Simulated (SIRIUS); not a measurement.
System: TlBr (space group Pm-3m).

Calculation (SIRIUS 7.12.0): all-electron LAPW DFT, no spin polarisation; energies at scaled volumes of the given cell, shape and fractions fixed, counted from the fit's minimum, third-order Birch-Murnaghan fit. All runs: no spin polarisation.

k mesh 7×7×7; occupations Fermi–Dirac; smearing width 0.05 eV; potentials all electron FP LAPW.

Predict the energy against volume, with one curve for each functional. The cases: PBEsol; PBE.

The fitted equilibrium volumes, smallest first, are PBEsol 29.934, PBE 33.250 Å³/atom. The fitted bulk moduli, smallest first, are PBE 20.8, PBEsol 25.2 GPa.

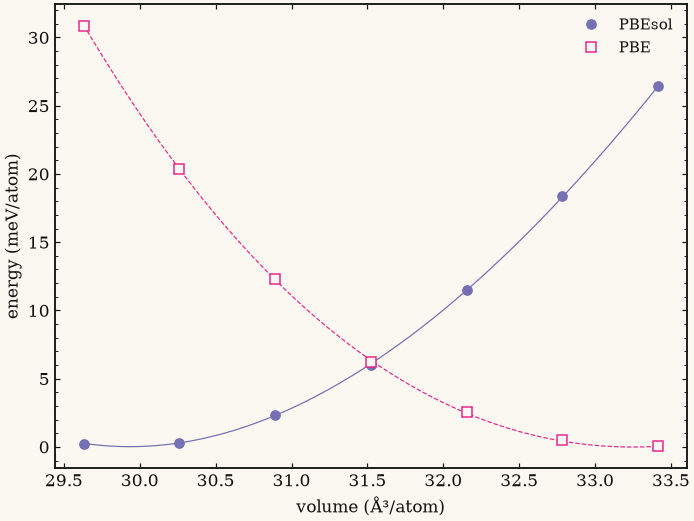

Limits of the calculation: spin-orbit coupling left out, heavy elements.
